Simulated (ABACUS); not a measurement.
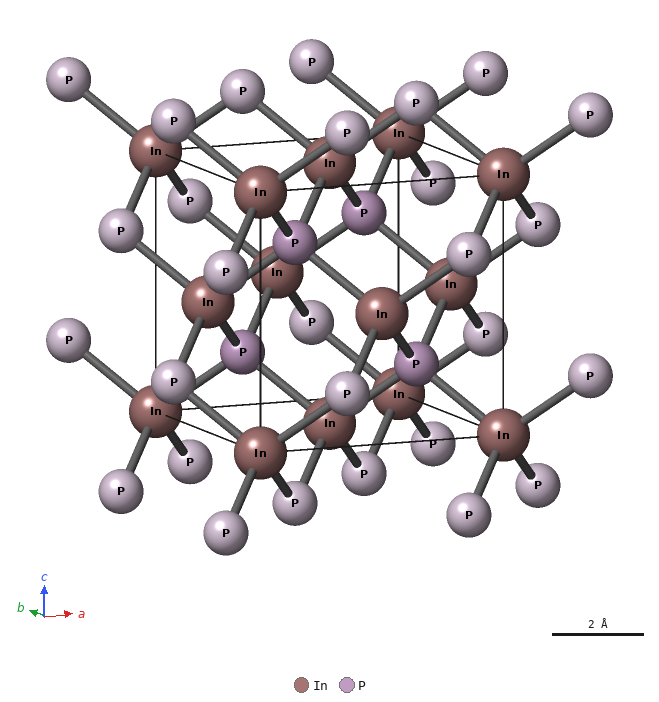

Fig. 1: The structure as given in the input (ball-and-stick view of the cell 4 times as large as that of the calculation, set on its symmetry axes, seen slightly off an axis; neighbours outside the cell are drawn fainter). Near neighbours in the crystal (not all of them lie inside the picture): In has 4 P at 2.54 Å; P has 4 In at 2.54 Å.

InP: band-structure run (part 1 of 2)

- system: InP (F-43m, 2 atoms in the cell)
- method: Kohn-Sham DFT of a periodic cell, SOGGA, SSSP 1.3 efficiency PBE, no spin polarisation (ABACUS 3.10.1)

The structure derives from an entry of the Crystallography Open Database. It belongs to a series of runs on one base structure; here: bands on the converged density.

Output
```
ABACUS v3.10.1

               Atomic-orbital Based Ab-initio Computation at UStc

 ------------------------------------------------------------------------------------

 READING GENERAL INFORMATION
                           global_out_dir = OUT.InP/
                           global_in_card = INPUT
                               pseudo_dir = ./
                              orbital_dir =
                                    DSIZE = 4
                                    GSIZE = 1

 READING UNITCELL INFORMATION
                                    ntype = 2
                  lattice constant (Bohr) = 1.88973
              lattice constant (Angstrom) = 1

 READING ATOM TYPE 1
                               atom label = In
                      L=0, number of zeta = 1
                      L=1, number of zeta = 1
                      L=2, number of zeta = 1
             number of atom for this type = 1

 READING ATOM TYPE 2
                               atom label = P
                      L=0, number of zeta = 1
                      L=1, number of zeta = 1
                      L=2, number of zeta = 1
             number of atom for this type = 1

                        TOTAL ATOM NUMBER = 2
DIRECT COORDINATES
    atom                   x                   y                   z     mag                  vx                  vy                  vz
taud_In1            0.0000000000        0.0000000000        0.0000000000  0.0000        0.0000000000        0.0000000000        0.0000000000
taud_P1            0.2500000000        0.2500000000        0.2500000000  0.0000        0.0000000000        0.0000000000        0.0000000000

                          Volume (Bohr^3) = 339.666
                             Volume (A^3) = 50.3332

 Lattice vectors: (Cartesian coordinate: in unit of a_0)
              -2.9305                  +0             +2.9305
                   +0             +2.9305             +2.9305
              -2.9305             +2.9305                  +0
 Reciprocal vectors: (Cartesian coordinate: in unit of 2 pi/a_0)
            -0.170619           -0.170619           +0.170619
            +0.170619           +0.170619           +0.170619
            -0.170619           +0.170619           -0.170619
 The esolver type has been set to : ksdft_pw

                PAO radial cut off (Bohr) = 10

 Read in pseudopotential file is In.pbe-dn-rrkjus_psl.0.2.2.UPF
                     pseudopotential type = USPP
          exchange-correlation functional = PBE
                 nonlocal core correction = 1
                        valence electrons = 13
                                     lmax = 2
                           number of zeta = 3
                     number of projectors = 6
                           L of projector = 0
                           L of projector = 0
                           L of projector = 1
                           L of projector = 1
                           L of projector = 2
                           L of projector = 2
 XC functional updated to : GGA_X_SOGGA+GGA_C_PBE
          exchange-correlation functional = GGA_X_SOGGA+GGA_C_PBE
                PAO radial cut off (Bohr) = 10

 Read in pseudopotential file is P.pbe-n-rrkjus_psl.1.0.0.UPF
                     pseudopotential type = USPP
          exchange-correlation functional = PBE
                 nonlocal core correction = 1
                        valence electrons = 5
                                     lmax = 2
                           number of zeta = 2
                     number of projectors = 6
                           L of projector = 0
                           L of projector = 0
                           L of projector = 1
                           L of projector = 1
                           L of projector = 2
                           L of projector = 2
 XC functional updated to : GGA_X_SOGGA+GGA_C_PBE
          exchange-correlation functional = GGA_X_SOGGA+GGA_C_PBE
     initial pseudo atomic orbital number = 13

 SETUP THE ELECTRONS NUMBER
            electron number of element In = 13
      total electron number of element In = 13
             electron number of element P = 5
       total electron number of element P = 5
            AUTOSET number of electrons:  = 18
                           occupied bands = 9
                                   NBANDS = 19
                                   NLOCAL = 18

%%%%%%%%%%%%%%%%%%%%%%%%%%%%%%%%%%%%%%%%%%%%%%%%%%%%%%%%%%%%%%%%%%%%%%%%%%%%%%%%%%%%%%%%%%%%%%%%%%%%%%%%%%
 Warning: the number of valence electrons in pseudopotential > 3 for In: [Kr] 4d10 5s2 5p1
 Pseudopotentials with additional electrons can yield (more) accurate outcomes, but may be less efficient.
 If you're confident that your chosen pseudopotential is appropriate, you can safely ignore this warning.
%%%%%%%%%%%%%%%%%%%%%%%%%%%%%%%%%%%%%%%%%%%%%%%%%%%%%%%%%%%%%%%%%%%%%%%%%%%%%%%%%%%%%%%%%%%%%%%%%%%%%%%%%%

 SETUP THE PLANE WAVE BASIS
 energy cutoff for charge/potential (unit:Ry) = 220
            fft grid for charge/potential = [ 40, 40, 40 ]
                        fft grid division = [ 1, 1, 1 ]
        big fft grid for charge/potential = [ 54, 54, 54 ]
                                     nbxx = 157464
                                     nrxx = 64000

 SETUP PLANE WAVES FOR CHARGE/POTENTIAL
                    number of plane waves = 18763
                         number of sticks = 931

 PARALLEL PW FOR CHARGE/POTENTIAL
     PROC   COLUMNS(POT)             PW
        1            931          18763
 --------------- sum -------------------
        1            931          18763
                            number of |g| = 230
                                  max |g| = 19.8828
                                  min |g| = 0

 energy cutoff for dense charge/potential (unit:Ry) = 440
      fft grid for dense charge/potential = [ 54, 54, 54 ]
                                     nrxx = 157464

 SETUP PLANE WAVES FOR dense CHARGE/POTENTIAL
                    number of plane waves = 52873
                         number of sticks = 1867

 PARALLEL PW FOR dense CHARGE/POTENTIAL
     PROC   COLUMNS(POT)             PW
        1           1867          52873
 --------------- sum -------------------
        1           1867          52873
                            number of |g| = 459
                                  max |g| = 39.7074
                                  min |g| = 0

----------- Double Check Mixing Parameters Begin ------------
mixing_type: broyden
mixing_beta: 0.7
mixing_gg0: 1
mixing_gg0_min: 0.1
mixing_ndim: 8
----------- Double Check Mixing Parameters End ------------

 SETUP K-POINTS
                                    nspin = 1
                                   nkstot = 102
K-POINTS DIRECT COORDINATES
 KPOINTS    DIRECT_X    DIRECT_Y    DIRECT_Z  WEIGHT
       1  0.00000000  0.00000000  0.00000000  1.0000
       2  0.05000000  0.00000000  0.05000000  1.0000
       3  0.10000000  0.00000000  0.10000000  1.0000
       4  0.15000000  0.00000000  0.15000000  1.0000
       5  0.20000000  0.00000000  0.20000000  1.0000
       6  0.25000000  0.00000000  0.25000000  1.0000
       7  0.30000000  0.00000000  0.30000000  1.0000
       8  0.35000000  0.00000000  0.35000000  1.0000
       9  0.40000000  0.00000000  0.40000000  1.0000
      10  0.45000000  0.00000000  0.45000000  1.0000
      11  0.50000000  0.00000000  0.50000000  1.0000
      12  0.50000000  0.02500000  0.52500000  1.0000
      13  0.50000000  0.05000000  0.55000000  1.0000
      14  0.50000000  0.07500000  0.57500000  1.0000
      15  0.50000000  0.10000000  0.60000000  1.0000
      16  0.50000000  0.12500000  0.62500000  1.0000
      17  0.50000000  0.15000000  0.65000000  1.0000
      18  0.50000000  0.17500000  0.67500000  1.0000
      19  0.50000000  0.20000000  0.70000000  1.0000
      20  0.50000000  0.22500000  0.72500000  1.0000
      21  0.50000000  0.25000000  0.75000000  1.0000
      22  0.48750000  0.26250000  0.75000000  1.0000
      23  0.47500000  0.27500000  0.75000000  1.0000
      24  0.46250000  0.28750000  0.75000000  1.0000
      25  0.45000000  0.30000000  0.75000000  1.0000
      26  0.43750000  0.31250000  0.75000000  1.0000
      27  0.42500000  0.32500000  0.75000000  1.0000
      28  0.41250000  0.33750000  0.75000000  1.0000
      29  0.40000000  0.35000000  0.75000000  1.0000
      30  0.38750000  0.36250000  0.75000000  1.0000
[... 72 further k points ...]

           k-point number in this process = 26
       minimum distributed K point number = 25

[... K-POINTS CARTESIAN COORDINATES: 26 rows ...]

[... K-POINTS DIRECT COORDINATES: 26 rows ...]

 SETUP PLANE WAVES FOR WAVE FUNCTIONS
     energy cutoff for wavefunc (unit:Ry) = 55
              fft grid for wave functions = [ 40, 40, 40 ]
                    number of plane waves = 2975
                         number of sticks = 271

 PARALLEL PW FOR WAVE FUNCTIONS
     PROC   COLUMNS(POT)             PW
        1            271           2975
 --------------- sum -------------------
        1            271           2975

 SETUP NONLOCAL PSEUDOPOTENTIALS IN PLANE WAVE BASIS
 In non-local projectors:
 projector 1 L=0
 projector 2 L=0
 projector 3 L=1
 projector 4 L=1
 projector 5 L=2
 projector 6 L=2
 P non-local projectors:
 projector 1 L=0
 projector 2 L=0
 projector 3 L=1
 projector 4 L=1
 projector 5 L=2
 projector 6 L=2
      TOTAL NUMBER OF NONLOCAL PROJECTORS = 36

 Init Non-Local PseudoPotential table :
 Init Non-Local-Pseudopotential done.

                                     npwx = 2365

 Make real space PAO into reciprocal space.
       max mesh points in Pseudopotential = 1057
     dq(describe PAO in reciprocal space) = 0.01
                                    max q = 894

 number of pseudo atomic orbitals for In is 3
WARNING: norm of atomic wavefunction # 1 of atomic type In is 0.999987, renormalized
WARNING: norm of atomic wavefunction # 2 of atomic type In is 0.998154, renormalized

 number of pseudo atomic orbitals for P is 2
WARNING: norm of atomic wavefunction # 2 of atomic type P is 0.999973, renormalized

 -------------------------------------------
 NONSELF-CONSISTENT
 -------------------------------------------
                                 init_chg = file
 try to read charge from file
 Read in the charge density: OUT.InP//InP-CHARGE-DENSITY.restart
```
